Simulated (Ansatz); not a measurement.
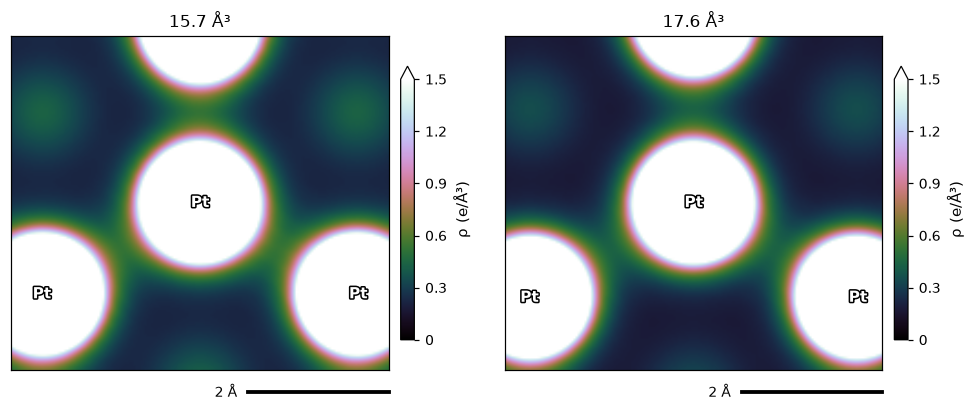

Pt. The valence pseudo-density of cells scaled evenly to different volumes (given per atom above each panel), on the (001) plane of each (indices in the axes of the cell below), at one length scale and on one colour scale.

A generated structure, not necessarily the stable one; the program warned that a starting moment wasn't kept; spin-polarised, but the moments vanished.

Level of theory: DFT, m-r2SCAN, plane waves (500 eV) with PAW, scalar-relativistic in Ansatz 0.2.0.

The largest cell:

```yaml
crystal:
  lattice:
    - [4.67488, 0.00000, 0.00000]
    - [-2.33744, 4.04857, 0.00000]
    - [0.00000, 0.00000, 2.78157]
  atoms:
    - { symbol: Pt, position: [0.00000, 0.00000, 0.00000] }
    - { symbol: Pt, position: [0.33333, 0.66667, 0.50000] }
    - { symbol: Pt, position: [0.66667, 0.33333, 0.50000] }
```

| volume (Å³/atom) | Pt–Pt contact in the plane (Å) | ρ at its midpoint (e/Å³) | pressure (GPa) | 
| --- | --- | --- | --- |
| 15.67 | 2.599 | 0.530 | 0.0 | 
| 16.30 | 2.633 | ? | ? | 
| 17.55 | 2.699 | 0.435 | −21.2 | 

Estimate the missing row, and compare with the calculation.

Answer. Over the known rows ln ρ falls by 1.98 per Å of Pt–Pt distance (the line through the two), which gives 0.496 e/Å³ at 2.633 Å; the calculation gives 0.497 e/Å³. For the pressure, a straight line in volume between the neighbouring rows gives −7.1 GPa; the calculation gives −9.0, lower because pressure rises ever faster on compression.
